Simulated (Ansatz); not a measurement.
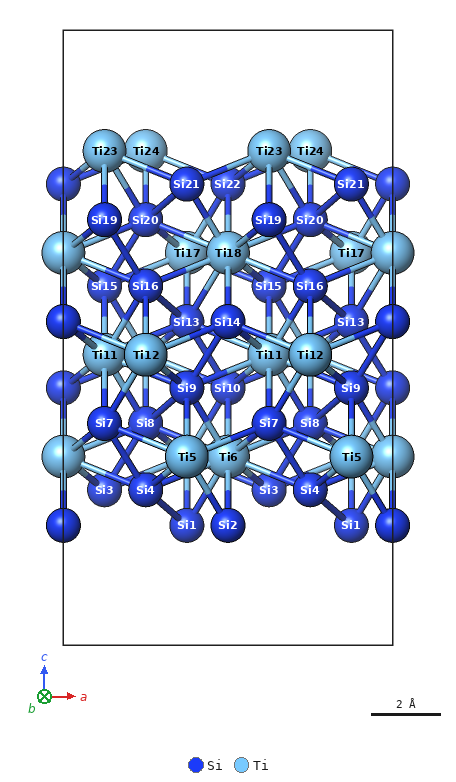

*The structure as given in the input (ball-and-stick view of the 2 × 1 repeat of the cell, with the vacuum cut short, along the b axis; atoms are numbered from 1 in the order of the input). An atom can appear more than once, as a periodic image.*

**Run report: TiSi$_{2}$, geometry relaxation (part 1 of 3)**

The run: geometry relaxation of TiSi$_{2}$ (slab, 24 atoms in the cell). Method and program: DFT r2SCAN, scalar-relativistic, plane waves, PAW, no spin polarisation (Ansatz 0.2.0).

The structure derives from an entry of the Crystallography Open Database. It belongs to a series of runs on one base structure; here: (0 1 1) slab, atoms relaxed. Figures and captions count atoms from 1; the log counts them from 0 in places.

**Input**
```yaml
crystal:
  lattice:
    - [4.780685714, 0.0, 0.0]
    - [0.0, 5.9222342671, 0.0]
    - [0.0, 0.0, 25.8748322119]
  atoms:
    - { symbol: Si, position: [0.75, 0.657149949, 0.2898569521] }
    - { symbol: Si, position: [0.0, 0.157149949, 0.2898569521] }
    - { symbol: Si, position: [0.25, 0.8258831124, 0.3298101407] }
    - { symbol: Si, position: [0.5, 0.3258831124, 0.3298101407] }
    - { symbol: Ti, position: [0.75, 0.9830330615, 0.367020618] }
    - { symbol: Ti, position: [0.0, 0.4830330615, 0.367020618] }
    - { symbol: Si, position: [0.25, 0.1401830105, 0.4042310954] }
    - { symbol: Si, position: [0.5, 0.6401830105, 0.4042310954] }
    - { symbol: Si, position: [0.75, 0.3089161739, 0.444184284] }
    - { symbol: Si, position: [0.0, 0.8089161739, 0.444184284] }
    - { symbol: Ti, position: [0.25, 0.4660661229, 0.4813947613] }
    - { symbol: Ti, position: [0.5, 0.9660661229, 0.4813947613] }
    - { symbol: Si, position: [0.75, 0.623216072, 0.5186052387] }
    - { symbol: Si, position: [0.0, 0.123216072, 0.5186052387] }
    - { symbol: Si, position: [0.25, 0.7919492354, 0.5585584273] }
    - { symbol: Si, position: [0.5, 0.2919492354, 0.5585584273] }
    - { symbol: Ti, position: [0.75, 0.9490991844, 0.5957689046] }
    - { symbol: Ti, position: [0.0, 0.4490991844, 0.5957689046] }
    - { symbol: Si, position: [0.25, 0.1062491334, 0.632979382] }
    - { symbol: Si, position: [0.5, 0.6062491334, 0.632979382] }
    - { symbol: Si, position: [0.75, 0.2749822968, 0.6729325706] }
    - { symbol: Si, position: [0.0, 0.7749822968, 0.6729325706] }
    - { symbol: Ti, position: [0.25, 0.4321322459, 0.7101430479] }
    - { symbol: Ti, position: [0.5, 0.9321322459, 0.7101430479] }
basis:
  ecutwfc: 500
kpoints:
  mp_grid: { grid: [7, 6, 1] }
hamiltonian:
  xc: r2scan
scf:
  occupations: { method: gaussian, width: 0.1 }
output:
  forces: true
  eigenvalues: true
relax:
  adjacent_minimum: "off"
  f_tol: 0.02
  max_steps: 60
efield:
  axis: 3
  dipole_correction: true
  ramp_width: 0.04
```

Machine: 2 threads of Arm Neoverse V2, 24 GiB of memory available, shared host.

Run as:
```bash
ansatz run input.yaml --threads 2 --pin off --max-ram 5120MiB --backend cpu --events-out ev --progress --plain --runs-dir out
```

**What the program printed**
```
Engine: ansatz 0.2.0, aarch64-unknown-linux-gnu
Pseudopotentials: kind: paw
Pseudopotential: Si, paw, valence charge 4, recommended cutoff 500 eV (meta_gga), Si.paw.azcp
Pseudopotential: Ti, paw, valence charge 12, recommended cutoff 500 eV (meta_gga), Ti.paw.azcp
Functional definition: r2SCAN
  parameter k0 = 0.174
  parameter k1 = 0.065
  parameter a1 = 4.9479
  exchange = r2scan_x(k0 = k0, k1 = k1, a1 = a1)
  correlation = r2scan_c
Crystal: 24 atoms, lattice volume = 732.577 Å³
Basis set: ecut = 500 eV, 18607 PW (Γ), exchange–correlation on 144×180×768 points (64 copies of the dense FFT grid, shifted against one another)
Bands: 104, of which v1, the nominal top of the filled ones, is band 80 counted from 1 (79 counted from 0)
Symmetry: 2 space group operations
Space group: Pc (ITA 7), of the structure as read, at distance tolerance 9.0e-5 Å
k-points: 16 of 42 (time reversal used)
Non-local potential: Si, projectors of the file, l = 0: 2, l = 1: 2, l = 2: 2
Non-local potential: Ti, projectors of the file, l = 0: 3, l = 1: 2, l = 2: 3, l = 3: 1
PAW form: soft (Blöchl's): semilocal exchange-correlation on the pseudo side does not see the compensation charge
PAW frozen core: Si, regenerated for the run's functional (the file was generated under x = pbe(κ = 0.804, μ = 0.2195149727645171), c = pbe(β = 0.06672455060314922))
PAW frozen core: Ti, regenerated for the run's functional (the file was generated under x = pbe(κ = 0.804, μ = 0.2195149727645171), c = pbe(β = 0.06672455060314922))
PAW one-centre angular grid: Si, 302 points (default); XC on 160 Gauss nodes
PAW one-centre angular grid: Ti, 590 points (default); XC on 160 Gauss nodes
Initial density: superposition of atomic densities (neutral atoms: chi_scale 0, normalization atom), corrected by the library's trained network
Initial wavefunctions: pseudopotential atomic-orbital guess
Functional: x = r2scan, c = r2scan; τ floored in thin density (d = 2e-4 eV/Å³)
SCF iter   1: F=—  HF=-30262.731484 eV  |F-HF|=—  |Δ(HF+E_count)|=         —  Δρ=8.10e-3  dr2=1.39e0  dr2_τ=1.88e-1  ethr=1.77e-3  p=0.316 e·Å  D=7.80e-2 V/Å  ΔV_dip=-2.02 eV  dr2_dipole=1.68e-1  V_vac-E_F(+/−)=3.00/5.01 eV  ⟨swp⟩=10.2  Hψ=9409  notcnv=0  defer=3
efield: sawtooth ramp at fractional position 0.9800 (placed from the atoms, in the widest stretch of the axis that holds none; the zero of the levels goes with the place), width 0.0400; the density the first Hamiltonian is built on has a dipole p = 0.316 e·Å; the dipole correction subtracts the counter field D = 7.80e-2 V/Å, which shifts the + side's vacuum level by -2.02 eV against the − side's; the planar-averaged density in the ramp window peaks in size at 5.8e-5 e/Å³
preconditioner: auto → LDOS  [metal: Δε(μ)=0.004 eV  Ē_g=6.122 eV  σ=0.100 eV  W_gap=0.02  n_scr=116 (ndim 8)  ℏωp=13.4 eV  f_vac=0.449  D(μ)=16.59/eV (n_scr^D=108)  β→1.0]
SCF iter   2: F=—  HF=-30263.105811 eV  |F-HF|=—  |Δ(HF+E_count)|=   3.74e-1  Δρ=4.80e-3  dr2=3.94e-1  dr2_τ=1.59e-2  ethr=8.72e-4  p=0.343 e·Å  D=8.47e-2 V/Å  ΔV_dip=-2.19 eV  dr2_dipole=1.62e-1  V_vac-E_F(+/−)=2.89/5.09 eV  ⟨swp⟩=2.4  Hψ=3232  notcnv=0  defer=233
SCF iter   3: F=—  HF=-30263.095672 eV  |F-HF|=—  |Δ(HF+E_count)|=   1.01e-2  Δρ=1.86e-3  dr2=4.16e-2  dr2_τ=2.60e-3  ethr=2.46e-4  p=0.347 e·Å  D=8.57e-2 V/Å  ΔV_dip=-2.22 eV  dr2_dipole=2.15e-4  V_vac-E_F(+/−)=2.88/5.10 eV  ⟨swp⟩=3.0  Hψ=3145  notcnv=0  defer=233
SCF iter   4: F=—  HF=-30263.092940 eV  |F-HF|=—  |Δ(HF+E_count)|=   2.73e-3  Δρ=7.44e-4  dr2=9.12e-3  dr2_τ=4.60e-5  ethr=2.60e-5  p=0.349 e·Å  D=8.61e-2 V/Å  ΔV_dip=-2.23 eV  dr2_dipole=7.04e-4  V_vac-E_F(+/−)=2.87/5.10 eV  ⟨swp⟩=2.1  Hψ=2040  notcnv=0  defer=233
SCF iter   5: F=—  HF=-30263.092577 eV  |F-HF|=—  |Δ(HF+E_count)|=   3.64e-4  Δρ=1.44e-4  dr2=4.44e-4  dr2_τ=7.28e-6  ethr=5.70e-6  p=0.353 e·Å  D=8.71e-2 V/Å  ΔV_dip=-2.25 eV  dr2_dipole=1.59e-4  V_vac-E_F(+/−)=2.86/5.11 eV  ⟨swp⟩=2.2  Hψ=2523  notcnv=0  defer=233
SCF iter   6: F=—  HF=-30263.092646 eV  |F-HF|=—  |Δ(HF+E_count)|=   6.97e-5  Δρ=6.25e-5  dr2=1.26e-4  dr2_τ=9.09e-7  ethr=2.77e-7  p=0.355 e·Å  D=8.76e-2 V/Å  ΔV_dip=-2.27 eV  dr2_dipole=7.23e-5  V_vac-E_F(+/−)=2.85/5.12 eV  ⟨swp⟩=2.4  Hψ=2768  notcnv=0  defer=233
SCF iter   7: F=—  HF=-30263.092688 eV  |F-HF|=—  |Δ(HF+E_count)|=   4.20e-5  Δρ=3.99e-5  dr2=2.50e-5  dr2_τ=6.18e-7  ethr=7.88e-8  p=0.357 e·Å  D=8.81e-2 V/Å  ΔV_dip=-2.28 eV  dr2_dipole=5.99e-6  V_vac-E_F(+/−)=2.84/5.12 eV  ⟨swp⟩=2.2  Hψ=2286  notcnv=0  defer=233
SCF iter   8: F=-30263.092683 eV  HF=-30263.092689 eV  |F-HF|=6.30e-6  |Δ(HF+E_count)|=   7.52e-7  Δρ=1.11e-5  dr2=4.64e-6  dr2_τ=8.62e-8  ethr=6.25e-9  p=0.357 e·Å  D=8.83e-2 V/Å  ΔV_dip=-2.28 eV  dr2_dipole=2.50e-6  V_vac-E_F(+/−)=2.84/5.12 eV  ⟨swp⟩=23.3  Hψ=10603  notcnv=0
SCF 1 converged in 8 iterations: F = -30263.092683 eV  dr2 = 4.64e-6
  greatest PAW one-centre occupation: 1.002 electrons in one spin orbital (limit 2), on the Ti atom at site 11 (counted from 0), in its partial waves of l = 1
relax step   1: F+E_penalty+E_count = -30263.09268271 eV  Δ(F+E_penalty+E_count) = +0.000e0 eV  max|allowed force component| = 1.174e0 eV/Å  Δτ_max = 0.0000 Å  (8 SCF iters, dr2 threshold 1.00e-5 eV, accepted)
Initial density: handed on by an earlier stage of this run
Initial wavefunctions: those handed on with the density
iter 1 solved again at ethr=1.57e-3 eV; its pass at ethr=3.10e-3 eV (dr2=2.51e0 eV) is discarded
SCF iter   1: F=—  HF=-30263.035965 eV  |F-HF|=—  |Δ(HF+E_count)|=         —  Δρ=9.03e-3  dr2=2.62e0  dr2_τ=4.64e0  ethr=1.57e-3  p=0.357 e·Å  D=8.83e-2 V/Å  ΔV_dip=-2.28 eV  dr2_dipole=9.87e-1  V_vac-E_F(+/−)=2.84/5.12 eV  ⟨swp⟩=1.2  Hψ=6521  notcnv=0  defer=156
efield: sawtooth ramp at fractional position 0.9800 (handed on by an earlier solve), width 0.0400; the density the first Hamiltonian is built on has a dipole p = 0.357 e·Å; the dipole correction subtracts the counter field D = 8.83e-2 V/Å, which shifts the + side's vacuum level by -2.28 eV against the − side's; the planar-averaged density in the ramp window peaks in size at 2.8e-6 e/Å³
preconditioner: auto → LDOS  [metal: Δε(μ)=0.022 eV  Ē_g=6.169 eV  σ=0.100 eV  W_gap=0.12  n_scr=116 (ndim 8)  ℏωp=13.4 eV  f_vac=0.461  D(μ)=14.37/eV (n_scr^D=90)  β→1.0]
SCF iter   2: F=—  HF=-30263.765031 eV  |F-HF|=—  |Δ(HF+E_count)|=   7.29e-1  Δρ=4.14e-3  dr2=4.28e-1  dr2_τ=8.24e-3  ethr=1.57e-3  p=0.386 e·Å  D=9.53e-2 V/Å  ΔV_dip=-2.47 eV  dr2_dipole=1.61e-1  V_vac-E_F(+/−)=2.48/4.95 eV  ⟨swp⟩=3.2  Hψ=3021  notcnv=0  defer=156
SCF iter   3: F=—  HF=-30263.702259 eV  |F-HF|=—  |Δ(HF+E_count)|=   6.28e-2  Δρ=1.76e-3  dr2=1.14e-1  dr2_τ=1.34e-3  ethr=2.68e-4  p=0.345 e·Å  D=8.52e-2 V/Å  ΔV_dip=-2.20 eV  dr2_dipole=4.47e-2  V_vac-E_F(+/−)=2.74/4.94 eV  ⟨swp⟩=2.8  Hψ=2995  notcnv=0  defer=198
SCF iter   4: F=—  HF=-30263.695097 eV  |F-HF|=—  |Δ(HF+E_count)|=   7.16e-3  Δρ=7.59e-4  dr2=1.03e-2  dr2_τ=2.34e-4  ethr=7.11e-5  p=0.335 e·Å  D=8.27e-2 V/Å  ΔV_dip=-2.14 eV  dr2_dipole=4.88e-3  V_vac-E_F(+/−)=2.77/4.91 eV  ⟨swp⟩=2.3  Hψ=2704  notcnv=0  defer=203
SCF iter   5: F=—  HF=-30263.694781 eV  |F-HF|=—  |Δ(HF+E_count)|=   3.16e-4  Δρ=1.93e-4  dr2=3.45e-4  dr2_τ=1.05e-5  ethr=6.45e-6  p=0.331 e·Å  D=8.17e-2 V/Å  ΔV_dip=-2.11 eV  dr2_dipole=2.50e-6  V_vac-E_F(+/−)=2.78/4.90 eV  ⟨swp⟩=2.2  Hψ=2376  notcnv=0  defer=225
SCF iter   6: F=—  HF=-30263.694889 eV  |F-HF|=—  |Δ(HF+E_count)|=   1.08e-4  Δρ=6.45e-5  dr2=9.59e-5  dr2_τ=7.47e-7  ethr=2.15e-7  p=0.329 e·Å  D=8.13e-2 V/Å  ΔV_dip=-2.10 eV  dr2_dipole=1.36e-5  V_vac-E_F(+/−)=2.79/4.90 eV  ⟨swp⟩=2.2  Hψ=2803  notcnv=0  defer=225
SCF iter   7: F=-30263.694915 eV  HF=-30263.694931 eV  |F-HF|=1.62e-5  |Δ(HF+E_count)|=   4.24e-5  Δρ=3.72e-5  dr2=2.78e-5  dr2_τ=3.64e-7  ethr=5.38e-8  p=0.327 e·Å  D=8.09e-2 V/Å  ΔV_dip=-2.09 eV  dr2_dipole=4.28e-6  V_vac-E_F(+/−)=2.80/4.89 eV  ⟨swp⟩=21.2  Hψ=9823  notcnv=0
SCF 2 converged in 7 iterations: F = -30263.694915 eV  dr2 = 2.78e-5
  greatest PAW one-centre occupation: 1.002 electrons in one spin orbital (limit 2), on the Ti atom at site 5 (counted from 0), in its partial waves of l = 1
relax step   2: F+E_penalty+E_count = -30263.69491529 eV  Δ(F+E_penalty+E_count) = -6.022e-1 eV  max|allowed force component| = 6.328e-1 eV/Å  Δτ_max = 0.1948 Å  (7 SCF iters, dr2 threshold 8.61e-5 eV, accepted)
iter 1 solved again at ethr=8.33e-4 eV; its pass at ethr=3.10e-3 eV (dr2=1.33e0 eV) is discarded
SCF iter   1: F=—  HF=-30263.767654 eV  |F-HF|=—  |Δ(HF+E_count)|=         —  Δρ=4.58e-3  dr2=1.08e0  dr2_τ=3.05e-1  ethr=8.33e-4  p=0.327 e·Å  D=8.09e-2 V/Å  ΔV_dip=-2.09 eV  dr2_dipole=7.65e-1  V_vac-E_F(+/−)=2.75/4.85 eV  ⟨swp⟩=1.8  Hψ=5432  notcnv=0  defer=224
efield: sawtooth ramp at fractional position 0.9800 (handed on by an earlier solve), width 0.0400; the density the first Hamiltonian is built on has a dipole p = 0.327 e·Å; the dipole correction subtracts the counter field D = 8.09e-2 V/Å, which shifts the + side's vacuum level by -2.09 eV against the − side's; the planar-averaged density in the ramp window peaks in size at 2.5e-6 e/Å³
preconditioner: auto → LDOS  [metal: Δε(μ)=0.030 eV  Ē_g=6.194 eV  σ=0.100 eV  W_gap=0.17  n_scr=116 (ndim 8)  ℏωp=13.4 eV  f_vac=0.462  D(μ)=13.70/eV (n_scr^D=82)  β→1.0]
SCF iter   2: F=—  HF=-30263.930314 eV  |F-HF|=—  |Δ(HF+E_count)|=   1.63e-1  Δρ=1.93e-3  dr2=5.11e-2  dr2_τ=2.20e-3  ethr=6.77e-4  p=0.280 e·Å  D=6.91e-2 V/Å  ΔV_dip=-1.79 eV  dr2_dipole=1.85e-3  V_vac-E_F(+/−)=2.80/4.59 eV  ⟨swp⟩=2.5  Hψ=2280  notcnv=0  defer=224
SCF iter   3: F=—  HF=-30263.928228 eV  |F-HF|=—  |Δ(HF+E_count)|=   2.09e-3  Δρ=8.59e-4  dr2=1.48e-2  dr2_τ=3.71e-4  ethr=3.20e-5  p=0.278 e·Å  D=6.87e-2 V/Å  ΔV_dip=-1.78 eV  dr2_dipole=7.18e-5  V_vac-E_F(+/−)=2.81/4.58 eV  ⟨swp⟩=2.6  Hψ=2918  notcnv=0  defer=224
SCF iter   4: F=—  HF=-30263.925018 eV  |F-HF|=—  |Δ(HF+E_count)|=   3.21e-3  Δρ=2.74e-4  dr2=1.40e-3  dr2_τ=4.60e-6  ethr=9.22e-6  p=0.276 e·Å  D=6.81e-2 V/Å  ΔV_dip=-1.76 eV  dr2_dipole=1.43e-7  V_vac-E_F(+/−)=2.81/4.57 eV  ⟨swp⟩=2.0  Hψ=2273  notcnv=0  defer=226
SCF iter   5: F=—  HF=-30263.924820 eV  |F-HF|=—  |Δ(HF+E_count)|=   1.97e-4  Δρ=7.53e-5  dr2=1.03e-4  dr2_τ=7.68e-7  ethr=8.73e-7  p=0.274 e·Å  D=6.78e-2 V/Å  ΔV_dip=-1.75 eV  dr2_dipole=4.61e-6  V_vac-E_F(+/−)=2.81/4.56 eV  ⟨swp⟩=2.0  Hψ=2326  notcnv=0  defer=226
SCF iter   6: F=-30263.924821 eV  HF=-30263.924827 eV  |F-HF|=6.22e-6  |Δ(HF+E_count)|=   6.61e-6  Δρ=2.81e-5  dr2=1.40e-5  dr2_τ=1.58e-7  ethr=1.56e-8  p=0.273 e·Å  D=6.75e-2 V/Å  ΔV_dip=-1.75 eV  dr2_dipole=7.66e-7  V_vac-E_F(+/−)=2.81/4.55 eV  ⟨swp⟩=19.2  Hψ=11292  notcnv=0
SCF 3 converged in 6 iterations: F = -30263.924821 eV  dr2 = 1.40e-5
relax step   3: F+E_penalty+E_count = -30263.92482077 eV  Δ(F+E_penalty+E_count) = -2.299e-1 eV  max|allowed force component| = 1.902e-1 eV/Å  Δτ_max = 0.1952 Å  (6 SCF iters, dr2 threshold 2.50e-5 eV, accepted)
SCF iter   1: F=—  HF=-30263.901978 eV  |F-HF|=—  |Δ(HF+E_count)|=         —  Δρ=1.81e-3  dr2=1.39e-1  dr2_τ=1.01e-1  ethr=1.01e-3  p=0.273 e·Å  D=6.75e-2 V/Å  ΔV_dip=-1.75 eV  dr2_dipole=5.85e-3  V_vac-E_F(+/−)=2.80/4.54 eV  ⟨swp⟩=2.4  Hψ=2797  notcnv=0  defer=224
efield: sawtooth ramp at fractional position 0.9800 (handed on by an earlier solve), width 0.0400; the density the first Hamiltonian is built on has a dipole p = 0.273 e·Å; the dipole correction subtracts the counter field D = 6.75e-2 V/Å, which shifts the + side's vacuum level by -1.75 eV against the − side's; the planar-averaged density in the ramp window peaks in size at 2.5e-6 e/Å³
preconditioner: auto → LDOS  [metal: Δε(μ)=0.007 eV  Ē_g=6.203 eV  σ=0.100 eV  W_gap=0.04  n_scr=116 (ndim 8)  ℏωp=13.4 eV  f_vac=0.464  D(μ)=14.13/eV (n_scr^D=90)  β→1.0]
SCF iter   2: F=—  HF=-30263.957065 eV  |F-HF|=—  |Δ(HF+E_count)|=   5.51e-2  Δρ=6.61e-4  dr2=5.31e-3  dr2_τ=3.82e-4  ethr=8.72e-5  p=0.269 e·Å  D=6.63e-2 V/Å  ΔV_dip=-1.72 eV  dr2_dipole=9.48e-7  V_vac-E_F(+/−)=2.79/4.51 eV  ⟨swp⟩=2.5  Hψ=3013  notcnv=0  defer=224
SCF iter   3: F=—  HF=-30263.956635 eV  |F-HF|=—  |Δ(HF+E_count)|=   4.31e-4  Δρ=2.74e-4  dr2=1.80e-3  dr2_τ=2.29e-5  ethr=3.32e-6  p=0.266 e·Å  D=6.57e-2 V/Å  ΔV_dip=-1.70 eV  dr2_dipole=2.29e-5  V_vac-E_F(+/−)=2.81/4.50 eV  ⟨swp⟩=2.9  Hψ=3127  notcnv=0  defer=224
SCF iter   4: F=—  HF=-30263.956531 eV  |F-HF|=—  |Δ(HF+E_count)|=   1.04e-4  Δρ=1.02e-4  dr2=2.54e-4  dr2_τ=2.52e-6  ethr=1.13e-6  p=0.264 e·Å  D=6.53e-2 V/Å  ΔV_dip=-1.69 eV  dr2_dipole=1.10e-6  V_vac-E_F(+/−)=2.81/4.50 eV  ⟨swp⟩=2.0  Hψ=2084  notcnv=0  defer=224
SCF iter   5: F=—  HF=-30263.956522 eV  |F-HF|=—  |Δ(HF+E_count)|=   9.05e-6  Δρ=2.77e-5  dr2=1.65e-5  dr2_τ=1.28e-7  ethr=1.59e-7  p=0.264 e·Å  D=6.51e-2 V/Å  ΔV_dip=-1.68 eV  dr2_dipole=5.77e-7  V_vac-E_F(+/−)=2.81/4.50 eV  ⟨swp⟩=2.4  Hψ=2297  notcnv=0  defer=224
SCF iter   6: F=-30263.956523 eV  HF=-30263.956524 eV  |F-HF|=6.46e-7  |Δ(HF+E_count)|=   2.16e-6  Δρ=9.21e-6  dr2=1.81e-6  dr2_τ=2.15e-8  ethr=2.04e-9  p=0.263 e·Å  D=6.50e-2 V/Å  ΔV_dip=-1.68 eV  dr2_dipole=2.70e-10  V_vac-E_F(+/−)=2.82/4.50 eV  ⟨swp⟩=18.5  Hψ=10381  notcnv=0
SCF 4 converged in 6 iterations: F = -30263.956523 eV  dr2 = 1.81e-6
relax step   4: F+E_penalty+E_count = -30263.95652315 eV  Δ(F+E_penalty+E_count) = -3.170e-2 eV  max|allowed force component| = 1.499e-1 eV/Å  Δτ_max = 0.0467 Å  (6 SCF iters, dr2 threshold 3.27e-6 eV, accepted)
```
